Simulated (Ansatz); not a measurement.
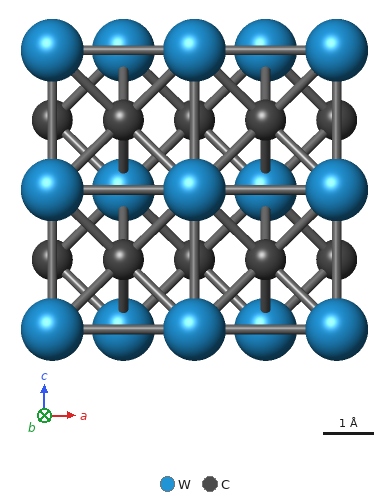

Starting frame of a dynamics run of a 16-atom cell of WC (set up in P-6m2). The cell was cut from the crystal with space group P-6m2. Style: ball-and-stick. Shown: the simulation cell, along the b axis. Bonds to atoms that aren't drawn are left out.

Method: DFT PBE, scalar-relativistic, plane waves, PAW (Ansatz).

The input:
```yaml
accuracy: low
crystal:
  lattice:
    - [-2.900765, -5.024272, 0.0]
    - [4.351147, -2.512136, 0.0]
    - [0.0, 0.0, 5.694056]
  atoms:
    - { symbol: W, position: [0.75, 0.5, 0.0] }
    - { symbol: C, position: [0.5, 0.6666667, 0.25] }
    - { symbol: W, position: [0.75, 0.5, 0.5] }
    - { symbol: C, position: [0.5, 0.6666667, 0.75] }
    - { symbol: W, position: [0.5, 0.0, 0.0] }
    - { symbol: C, position: [0.25, 0.1666667, 0.25] }
    - { symbol: W, position: [0.5, 0.0, 0.5] }
    - { symbol: C, position: [0.25, 0.1666667, 0.75] }
    - { symbol: W, position: [0.25, 0.5, 0.0] }
    - { symbol: C, position: [0.0, 0.6666667, 0.25] }
    - { symbol: W, position: [0.25, 0.5, 0.5] }
    - { symbol: C, position: [0.0, 0.6666667, 0.75] }
    - { symbol: W, position: [0.0, 0.0, 0.0] }
    - { symbol: C, position: [0.75, 0.1666667, 0.25] }
    - { symbol: W, position: [0.0, 0.0, 0.5] }
    - { symbol: C, position: [0.75, 0.1666667, 0.75] }
basis:
  ecutwfc: 420.0
kpoints:
  mp_grid: { grid: [2, 2, 2] }
hamiltonian:
  xc: pbe
scf:
  occupations: { method: fermi_dirac, width: 0.17 }
  lower_state_search: "off"
md:
  timestep: 1.5
  n_steps: 200
  ensemble: nvt_langevin
  temperature: 2000.0
  initial_velocities: maxwell_boltzmann
  seed: 781267
  friction: 0.02
```

Launched with:
```bash
ansatz run input.yaml --threads 1 --pin off --max-ram 3072MiB --backend cpu --events-out ev --progress --plain --runs-dir out
```

Predict how the run goes.

Answer. The mean temperature in the second half is 1841 K (standard deviation 411 K). The potential energy in the second half lies on average 225 meV per atom above the first frame. In the second half of the run the atoms are, in the root-mean-square, this far from where they began (common drift taken out): C 0.18 Å, W 0.13 Å. That is small against the typical shortest distance between atoms in the first frame, about 2.2 Å: the atoms vibrate about their sites and the arrangement holds.

Along the run (each row but the first and the last is the mean over the interval that it begins):

| time (fs) | potential energy (meV/atom) | T (K) |
| --- | --- | --- |
| 0.0 | 0.0 | 1875 |
| 30.0 | 198.0 | 1443 |
| 60.0 | 163.4 | 1944 |
| 90.0 | 179.3 | 1376 |
| 120.0 | 231.3 | 1541 |
| 150.0 | 242.3 | 1579 |
| 180.0 | 207.2 | 2074 |
| 210.0 | 217.5 | 2234 |
| 240.0 | 231.6 | 1613 |
| 270.0 | 224.8 | 1735 |
| 300.0 | 239.9 | 1231 |

The paths of the atoms, magnified 2 times:

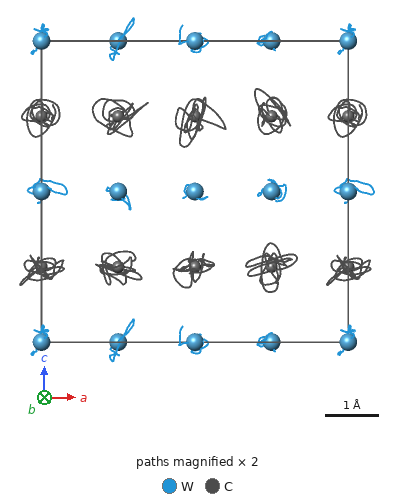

Limits of the set-up: the k-point mesh is coarse for a cell with partly filled bands; the program's low-accuracy preset was used.

Cost: 11 min on 1 thread of Intel(R) Xeon(R) Platinum 8488C (Sapphire Rapids), on a shared host, peak memory 0.66 GiB.
